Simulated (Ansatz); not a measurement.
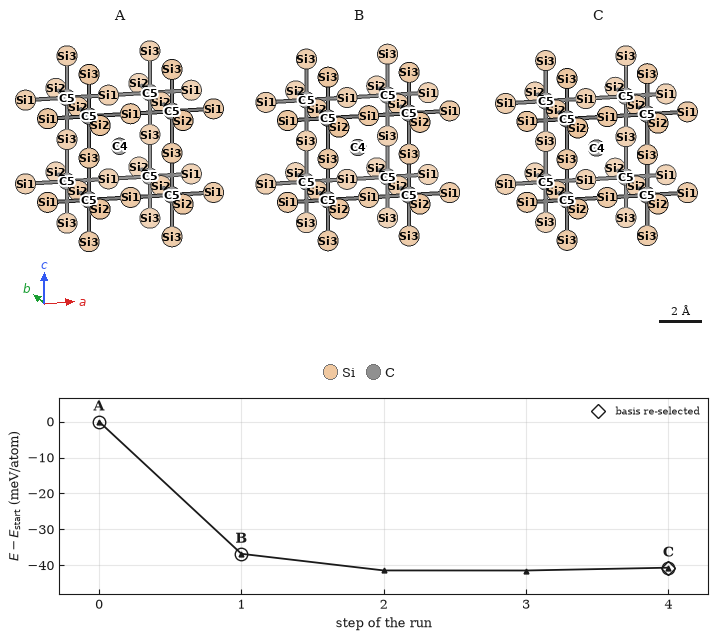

Frames of a relaxation of crystalline Si3C2 (a generated structure, set up in Pm-3m) (coarse preliminary run), marked on the history of the run. The picture is a ball-and-stick view of the cell of the calculation, seen slightly off an axis.

The calculation used Ansatz, DFT PBE, scalar-relativistic, plane waves, PAW. Set-up: plane-wave cutoff 420 eV; k-point mesh 4 × 4 × 4; occupations gaussian; smearing width 0.1 eV; no spin polarisation; cell and atoms relaxed; force threshold 0.04 eV/Å; at most 70 steps.

**Describe the path.**

No atom moves by more than 0.005 Å relative to the cell. Cell: a = b = c 4.150 → 4.013 Å (−3.3 %). Volume −9.6 %. Among the contacts that change: Si1–C5 2.075 → 2.007 Å. The space group stays Pm-3m (No. 221). Over 3 accepted moves (4 points after the start) the energy falls by 40.7 meV per atom. All forces vanish by symmetry, so only the cell relaxes. The pressure goes from −8.75 to −0.10 GPa. At 1 point the geometry stayed and the basis and grid were re-selected for the new cell (energy shift of 0.8 meV per atom at most each time). The run took 7.6 s on 1 thread of Arm Neoverse N1, on a shared host, peak memory 0.3 GiB. From step 0 to 1: volume −6.6 %, energy −36.8 meV per atom. From step 1 to 4: volume −3.2 %, energy −3.9 meV per atom.

```csv
step,"E − E(0), meV/atom","pressure, GPa","volume, Å³/atom",note
0,0.00,-8.75,14.295,
1,-36.80,-3.14,13.352,
2,-41.43,0.41,12.876,
3,-41.45,0.01,12.928,
4,-40.66,-0.10,12.928,"same geometry, new basis"
```

Limits of the set-up: the k-point mesh is coarse for a cell with partly filled bands.
